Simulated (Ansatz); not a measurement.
**Single-point calculation, with input and output: HfO2 (part 1 of 2)**

HfO2 (P2₁2₁2, 48 atoms in the cell), computed with DFT PBE, scalar-relativistic, plane waves, PAW, no spin polarisation (Ansatz 0.2.0).

The structure derives from a Materials Project entry.

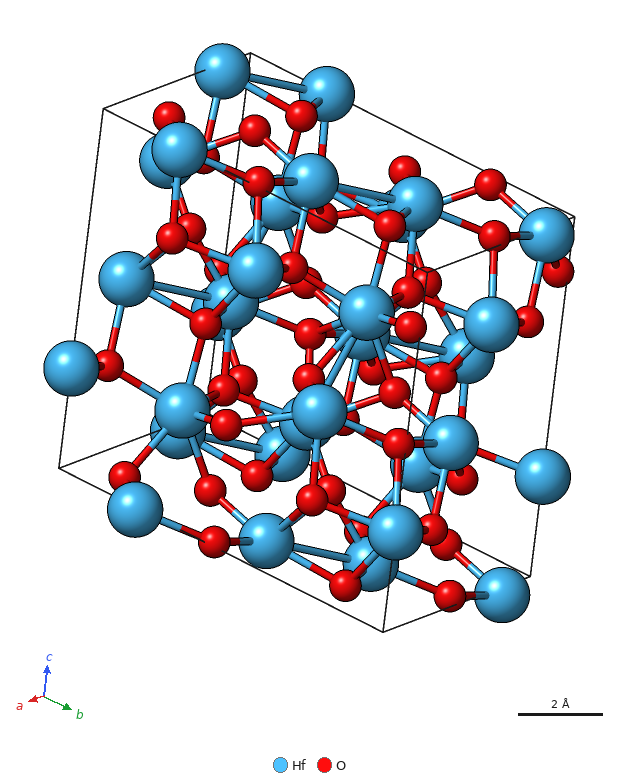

Figure 1. The input geometry (ball-and-stick view of the cell of the calculation, seen slightly off an axis). An atom can appear more than once, as a periodic image.

### Input
```yaml
crystal:
  lattice:
    - [-5.080319, 5.164867, 4.890884]
    - [5.080319, -5.164867, 4.890884]
    - [5.080319, 5.164867, -4.890884]
  atoms:
    - { symbol: Hf, position: [0.004866, 0.002671, 0.279604] }
    - { symbol: Hf, position: [0.504866, 0.502671, 0.279604] }
    - { symbol: Hf, position: [0.504866, 0.002671, 0.779604] }
    - { symbol: Hf, position: [0.004866, 0.502671, 0.779604] }
    - { symbol: Hf, position: [0.745134, 0.024739, 0.497805] }
    - { symbol: Hf, position: [0.245134, 0.524739, 0.497805] }
    - { symbol: Hf, position: [0.245134, 0.024739, 0.997805] }
    - { symbol: Hf, position: [0.745134, 0.524739, 0.997805] }
    - { symbol: Hf, position: [0.723066, 0.225261, 0.220396] }
    - { symbol: Hf, position: [0.223066, 0.725261, 0.220396] }
    - { symbol: Hf, position: [0.223066, 0.225261, 0.720396] }
    - { symbol: Hf, position: [0.723066, 0.725261, 0.720396] }
    - { symbol: Hf, position: [0.026934, 0.247329, 0.002195] }
    - { symbol: Hf, position: [0.526934, 0.747329, 0.002195] }
    - { symbol: Hf, position: [0.526934, 0.247329, 0.502195] }
    - { symbol: Hf, position: [0.026934, 0.747329, 0.502195] }
    - { symbol: O, position: [0.962188, 0.462188, 0.0] }
    - { symbol: O, position: [0.462188, 0.962188, 0.0] }
    - { symbol: O, position: [0.462188, 0.462188, 0.5] }
    - { symbol: O, position: [0.962188, 0.962188, 0.5] }
    - { symbol: O, position: [0.287812, 0.287812, 0.0] }
    - { symbol: O, position: [0.787812, 0.787812, 0.0] }
    - { symbol: O, position: [0.787812, 0.287812, 0.5] }
    - { symbol: O, position: [0.287812, 0.787812, 0.5] }
    - { symbol: O, position: [0.755473, 0.005473, 0.25] }
    - { symbol: O, position: [0.255473, 0.505473, 0.25] }
    - { symbol: O, position: [0.255473, 0.005473, 0.75] }
    - { symbol: O, position: [0.755473, 0.505473, 0.75] }
    - { symbol: O, position: [0.494527, 0.244527, 0.25] }
    - { symbol: O, position: [0.994527, 0.744527, 0.25] }
    - { symbol: O, position: [0.994527, 0.244527, 0.75] }
    - { symbol: O, position: [0.494527, 0.744527, 0.75] }
    - { symbol: O, position: [0.279557, 0.104325, 0.488417] }
    - { symbol: O, position: [0.779557, 0.604325, 0.488417] }
    - { symbol: O, position: [0.779557, 0.104325, 0.988417] }
    - { symbol: O, position: [0.279557, 0.604325, 0.988417] }
    - { symbol: O, position: [0.970443, 0.45886, 0.324768] }
    - { symbol: O, position: [0.470443, 0.95886, 0.324768] }
    - { symbol: O, position: [0.470443, 0.45886, 0.824768] }
    - { symbol: O, position: [0.970443, 0.95886, 0.824768] }
    - { symbol: O, position: [0.615908, 0.29114, 0.011583] }
    - { symbol: O, position: [0.115908, 0.79114, 0.011583] }
    - { symbol: O, position: [0.115908, 0.29114, 0.511583] }
    - { symbol: O, position: [0.615908, 0.79114, 0.511583] }
    - { symbol: O, position: [0.134092, 0.145675, 0.175232] }
    - { symbol: O, position: [0.634092, 0.645675, 0.175232] }
    - { symbol: O, position: [0.634092, 0.145675, 0.675232] }
    - { symbol: O, position: [0.134092, 0.645675, 0.675232] }
basis:
  ecutwfc: 420
  fft_grid_basis: typed
kpoints:
  mp_grid: { grid: [2, 2, 2] }
hamiltonian:
  xc: pbe
  pseudopotentials: { kind: paw }
scf:
  occupations: { method: gaussian, width: 0.05 }
output:
  forces: true
  stress: false
  eigenvalues: true
  bader: false
  write_density: true
  volumetric_format: npy
```

Hardware: 4 threads of Arm Neoverse V1, 24 GiB of memory available, shared host.

Launched with:
```bash
ansatz run input.yaml --threads 4 --pin off --max-ram 10240MiB --backend cpu --events-out ev --progress --plain --runs-dir out
```

### Log
```
Warning: the atoms were moved onto the symmetric positions of the space group found under crystal.symmetry.tolerance 1.0e-5 (fractional; no operation is sought that the atoms, as they stand in a round, miss by more than twice it, and no atom is moved by as much as it), and the run uses the moved positions. Before a round's move an operation carried an atom to 9.78e-6 Å from where it should land, the largest such distance. Atom 0 (counting from 0) moved farthest, by 6.09e-6 Å; the longest move in fractions of the cell, of whichever atom, is 0.06 of the tolerance, in 1 round. To run the atoms as typed, lower crystal.symmetry.tolerance until the operations that they miss are no longer found, or set crystal.symmetry.detect: false (a key that needs symmetry detection or time reversal refuses this as the deck is read). The positions used, in the order of the run's atom list: position: [0.004865749999999991, 0.0026707499999999757, 0.2796045]; position: [0.50486575, 0.5026707499999999, 0.2796045]; position: [0.50486575, 0.0026707499999999757, 0.7796045]; position: [0.004865749999999991, 0.5026707499999999, 0.7796045]; position: [0.74513425, 0.024738749999999986, 0.497805]; position: [0.24513425000000003, 0.52473875, 0.497805]; position: [0.24513425000000003, 0.024738749999999986, 0.997805]; position: [0.74513425, 0.52473875, 0.997805]; position: [0.72306625, 0.22526125000000002, 0.2203955]; position: [0.22306625000000002, 0.72526125, 0.2203955]; position: [0.22306625000000002, 0.22526125000000002, 0.7203955]; position: [0.72306625, 0.72526125, 0.7203955]; position: [0.02693375000000001, 0.24732925000000003, 0.002195]; position: [0.52693375, 0.7473292500000001, 0.002195]; position: [0.52693375, 0.24732925000000003, 0.502195]; position: [0.02693375000000001, 0.7473292500000001, 0.502195]; position: [0.962188, 0.462188, 0.0]; position: [0.462188, 0.962188, 0.0]; position: [0.462188, 0.462188, 0.5]; position: [0.962188, 0.962188, 0.5]; position: [0.287812, 0.287812, 0.0]; position: [0.787812, 0.787812, 0.0]; position: [0.787812, 0.287812, 0.5]; position: [0.287812, 0.787812, 0.5]; position: [0.755473, 0.005473, 0.25]; position: [0.255473, 0.505473, 0.25]; position: [0.255473, 0.005473, 0.75]; position: [0.755473, 0.505473, 0.75]; position: [0.494527, 0.244527, 0.25]; position: [0.994527, 0.744527, 0.25]; position: [0.994527, 0.244527, 0.75]; position: [0.494527, 0.744527, 0.75]; position: [0.279557, 0.104325, 0.488417]; position: [0.779557, 0.604325, 0.488417]; position: [0.779557, 0.104325, 0.988417]; position: [0.279557, 0.604325, 0.988417]; position: [0.970443, 0.45886, 0.324768]; position: [0.470443, 0.95886, 0.324768]; position: [0.470443, 0.45886, 0.824768]; position: [0.970443, 0.95886, 0.824768]; position: [0.615908, 0.29114, 0.011583]; position: [0.115908, 0.79114, 0.011583]; position: [0.115908, 0.29114, 0.511583]; position: [0.615908, 0.79114, 0.511583]; position: [0.134092, 0.145675, 0.175232]; position: [0.634092, 0.645675, 0.175232]; position: [0.634092, 0.145675, 0.675232]; position: [0.134092, 0.645675, 0.675232];
Engine: ansatz 0.2.0, aarch64-unknown-linux-gnu
Pseudopotentials: kind: paw
Pseudopotential: Hf, paw, valence charge 26, recommended cutoff 420 eV (normal), Hf.paw.azcp
Pseudopotential: O, paw, valence charge 6, recommended cutoff 420 eV (normal), O.paw.azcp
Functional definition: PBE
  parameter kappa = 0.804
  parameter beta = 0.06672455060314922
  exchange = pbe_x(kappa = kappa, mu = beta*pi^2/3)
  correlation = pbe_c(beta = beta)
Crystal: 48 atoms, lattice volume = 513.331 Å³
Basis set: ecut = 420 eV, 10089 PW (Γ), exchange–correlation on 120×120×120 points (8 copies of the dense FFT grid, shifted against one another)
Bands: 365, of which v1, the nominal top of the filled ones, is band 304 counted from 1 (303 counted from 0)
Symmetry: 16 space group operations
Space group: P21212 (ITA 18), of the structure as read, at distance tolerance 8.0e-5 Å
k-points: 5 of 8
Non-local potential: Hf, projectors of the file, l = 0: 3, l = 1: 2, l = 2: 2, l = 3: 3
Non-local potential: O, projectors of the file, l = 0: 2, l = 1: 2, l = 2: 1
PAW form: soft (Blöchl's): semilocal exchange-correlation on the pseudo side does not see the compensation charge
PAW one-centre angular grid: Hf, 590 points (default); XC on 64 Gauss nodes
PAW one-centre angular grid: O, 110 points (default); XC on 64 Gauss nodes
Initial density: superposition of atomic densities (neutral atoms: chi_scale 0, normalization atom), corrected by the library's trained network
Initial wavefunctions: pseudopotential atomic-orbital guess
Functional: x = pbe(κ = 0.804, μ = 0.2195149727645171), c = pbe(β = 0.06672455060314922)
SCF iter   1: F=—  HF=-269781.994513 eV  |F-HF|=—  |Δ(HF+E_count)|=         —  Δρ=3.89e-3  dr2=3.76e-2  ethr=1.77e-3  ⟨swp⟩=5.0  Hψ=5600  notcnv=0  defer=134
preconditioner: auto → Resta (q_TF=auto, 2.806 Å⁻¹)  ε∞=5.7  [insulator: Δε(μ)=3.889 eV  Ē_g=18.167 eV  σ=0.050 eV  W_gap=1.00  n_scr=192 (ndim 8)  ℏωp=39.3 eV  f_vac=0.012  D(μ)=0.00/eV (n_scr^D=0)  ε∞_Penn≈5.7]
SCF iter   2: F=—  HF=-269781.994308 eV  |F-HF|=—  |Δ(HF+E_count)|=   2.05e-4  Δρ=1.90e-3  dr2=7.30e-3  ethr=6.19e-6  ⟨swp⟩=2.0  Hψ=3300  notcnv=0  defer=153
SCF iter   3: F=—  HF=-269781.997201 eV  |F-HF|=—  |Δ(HF+E_count)|=   2.89e-3  Δρ=7.22e-4  dr2=1.72e-3  ethr=1.20e-6  ⟨swp⟩=2.0  Hψ=2710  notcnv=0  defer=93
automatic band count: iteration 3 solves 353 bands in place of 365: the levels show a gap, and the empty bands left out lie too high to hold charge; the band table lists the bands solved (type scf.n_extra_bands for more)
SCF iter   4: F=—  HF=-269781.997760 eV  |F-HF|=—  |Δ(HF+E_count)|=   5.59e-4  Δρ=1.72e-4  dr2=1.81e-4  ethr=2.82e-7  ⟨swp⟩=2.0  Hψ=2701  notcnv=0  defer=93
SCF iter   5: F=—  HF=-269781.997740 eV  |F-HF|=—  |Δ(HF+E_count)|=   2.05e-5  Δρ=9.50e-5  dr2=5.23e-5  ethr=2.97e-8  ⟨swp⟩=2.0  Hψ=3067  notcnv=0  defer=93
SCF iter   6: F=—  HF=-269781.996985 eV  |F-HF|=—  |Δ(HF+E_count)|=   7.55e-4  Δρ=3.79e-5  dr2=8.63e-6  ethr=8.60e-9  ⟨swp⟩=2.0  Hψ=2993  notcnv=0  defer=93
SCF iter   7: F=—  HF=-269781.996987 eV  |F-HF|=—  |Δ(HF+E_count)|=   2.29e-6  Δρ=1.72e-5  dr2=1.41e-6  ethr=1.42e-9  ⟨swp⟩=2.0  Hψ=2897  notcnv=0  defer=93
SCF iter   8: F=—  HF=-269781.996987 eV  |F-HF|=—  |Δ(HF+E_count)|=   6.28e-8  Δρ=7.11e-6  dr2=1.98e-7  ethr=2.31e-10  ⟨swp⟩=2.0  Hψ=2751  notcnv=0  defer=93
SCF iter   9: F=-269781.996987 eV  HF=-269781.996987 eV  |F-HF|=7.04e-9  |Δ(HF+E_count)|=   5.51e-8  Δρ=1.66e-6  dr2=1.03e-8  ethr=1.64e-11  ⟨swp⟩=9.6  Hψ=7147  notcnv=0
SCF 1 converged in 9 iterations: F = -269781.996987 eV  dr2 = 1.03e-8
  greatest PAW one-centre occupation: 0.999 electrons in one spin orbital (limit 2), on the Hf atom at site 15 (counted from 0), in its partial waves of l = 0
SCF converged after 9 iterations
Free energy (F): -269781.996987 eV
Harris-Foulkes:  -269781.996987 eV  (|F-HF|=7.04e-9)
Internal energy: -269781.996987 eV  (E = F + TS)
E sigma→0 (E₀):  -269781.996987 eV
Fermi energy:    17.810033 eV
--- Per-component energies (eV) ---
  E_band       = 1008.714681
  E_kinetic    = 12393.470496
  E_local      = -91762.146784  (includes V_loc(G=0)·N_el)
  E_nonlocal   = -18346.477313
  E_hartree    = 42186.887781
  E_xc         = -7176.637435
  E_vxc        = -7293.551809  (∫ρ·V_xc dr)
  E_paw        = -115902.216274  (= ΣΔE_a)
  E_vpaw       = 21643.577000  (= ΣTr[D̂ρ^β])
  E_aug_tail   = 0.079634  (compensation charges beyond the density's cutoff)
  E_ewald      = -91174.957093
  E_smearing   = -0.000000  (= −TS)
  E_closure    = -0.000000  (closes the sum)
  Σ components = -269781.996987   (vs F -269781.996987, Δ=0.00e0)
--- Forces (eV/Å), atoms counted from 1 ---
  atom   1  Hf    -0.06655761    -0.06320016     0.03881562
  atom   2  Hf    -0.06655761    -0.06320016     0.03881562
  atom   3  Hf    -0.06655761    -0.06320016     0.03881562
  atom   4  Hf    -0.06655761    -0.06320016     0.03881562
  atom   5  Hf    -0.06655761     0.06320016    -0.03881562
  atom   6  Hf    -0.06655761     0.06320016    -0.03881562
  atom   7  Hf    -0.06655761     0.06320016    -0.03881562
  atom   8  Hf    -0.06655761     0.06320016    -0.03881562
  atom   9  Hf     0.06655761     0.06320016     0.03881562
  atom  10  Hf     0.06655761     0.06320016     0.03881562
  atom  11  Hf     0.06655761     0.06320016     0.03881562
  atom  12  Hf     0.06655761     0.06320016     0.03881562
  atom  13  Hf     0.06655761    -0.06320016    -0.03881562
  atom  14  Hf     0.06655761    -0.06320016    -0.03881562
  atom  15  Hf     0.06655761    -0.06320016    -0.03881562
  atom  16  Hf     0.06655761    -0.06320016    -0.03881562
  atom  17  O      0.00000000    -0.00000000    -0.17440001
  atom  18  O     -0.00000000     0.00000000    -0.17440001
  atom  19  O     -0.00000000     0.00000000    -0.17440001
  atom  20  O     -0.00000000    -0.00000000    -0.17440001
  atom  21  O      0.00000000    -0.00000000     0.17440001
  atom  22  O      0.00000000     0.00000000     0.17440001
  atom  23  O      0.00000000     0.00000000     0.17440001
  atom  24  O     -0.00000000    -0.00000000     0.17440001
  atom  25  O      0.00000000    -0.00000000     0.00430313
  atom  26  O      0.00000000     0.00000000     0.00430313
  atom  27  O     -0.00000000     0.00000000     0.00430313
  atom  28  O      0.00000000    -0.00000000     0.00430313
  atom  29  O     -0.00000000    -0.00000000    -0.00430313
  atom  30  O     -0.00000000    -0.00000000    -0.00430313
  atom  31  O     -0.00000000    -0.00000000    -0.00430313
  atom  32  O     -0.00000000    -0.00000000    -0.00430313
  atom  33  O     -0.04570008     0.08012598    -0.15876802
  atom  34  O     -0.04570008     0.08012598    -0.15876802
  atom  35  O     -0.04570008     0.08012598    -0.15876802
  atom  36  O     -0.04570008     0.08012598    -0.15876802
  atom  37  O     -0.04570008    -0.08012598     0.15876802
  atom  38  O     -0.04570008    -0.08012598     0.15876802
  atom  39  O     -0.04570008    -0.08012598     0.15876802
  atom  40  O     -0.04570008    -0.08012598     0.15876802
  atom  41  O      0.04570008    -0.08012598    -0.15876802
  atom  42  O      0.04570008    -0.08012598    -0.15876802
  atom  43  O      0.04570008    -0.08012598    -0.15876802
  atom  44  O      0.04570008    -0.08012598    -0.15876802
  atom  45  O      0.04570008     0.08012598     0.15876802
  atom  46  O      0.04570008     0.08012598     0.15876802
  atom  47  O      0.04570008     0.08012598     0.15876802
  atom  48  O      0.04570008     0.08012598     0.15876802
  max |Σ_I F_I| component: 9.71e-17 eV/Å
--- Band table (eV; the first three rows and the last of 5) ---
```
